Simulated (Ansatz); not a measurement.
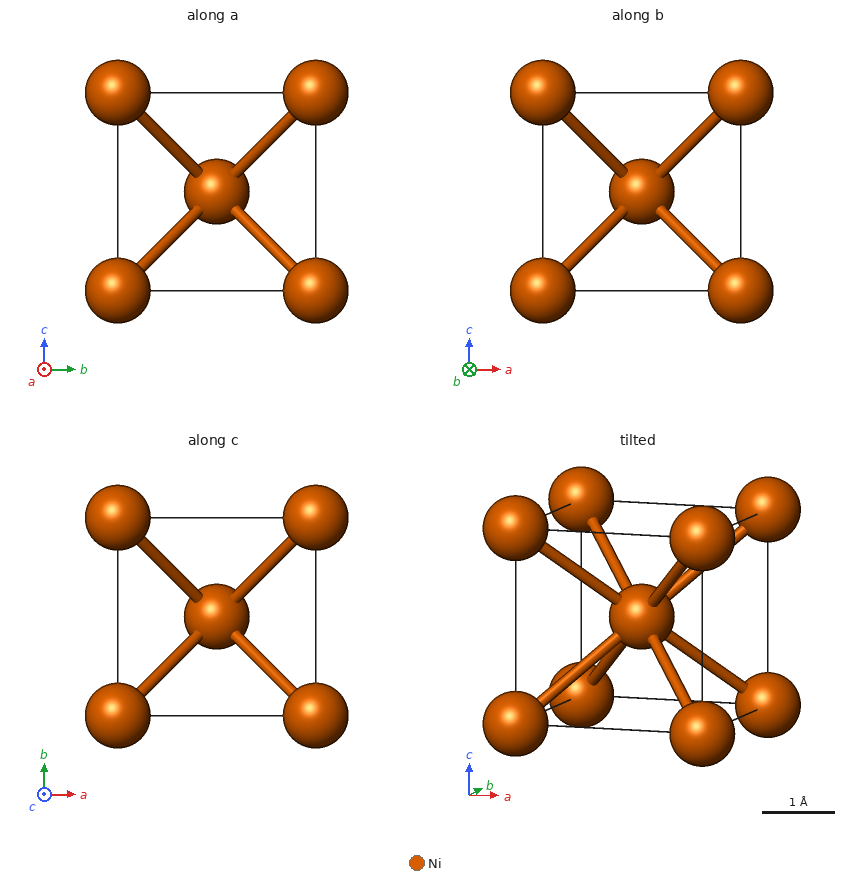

Shown here is a ball-and-stick view of the crystal, taken along the a axis, along the b axis, along the c axis and slightly off an axis. The edges of the conventional unit cell are marked.

Lattice parameters: a = 2.7650 Å, b = 2.7650 Å, c = 2.7650 Å, α = 90.000°, β = 90.000°, γ = 90.000°.

Q: Convert the drawing into a CIF with its space group and independent sites.

A:
```cif
data_structure
_symmetry_space_group_name_H-M 'I m -3 m'
_symmetry_Int_Tables_number 229
_cell_length_a 2.7650
_cell_length_b 2.7650
_cell_length_c 2.7650
_cell_angle_alpha 90.000
_cell_angle_beta 90.000
_cell_angle_gamma 90.000
_cell_volume 21.14
loop_
_atom_site_label
_atom_site_type_symbol
_atom_site_symmetry_multiplicity
_atom_site_Wyckoff_symbol
_atom_site_fract_x
_atom_site_fract_y
_atom_site_fract_z
_atom_site_occupancy
Ni1 Ni 2 a 0.0000 0.0000 0.0000 1
```

The model was built from a structure type filled with this element by a generator (whether the element takes this form wasn't checked). Earlier steps of the study may have refined or changed the cell and positions. Ansatz was used for an electronic-structure calculation on it.

At this level of theory the cell isn't at rest (compressed, at 17 GPa), so its distances can differ from those at equilibrium, the more so the softer the solid.
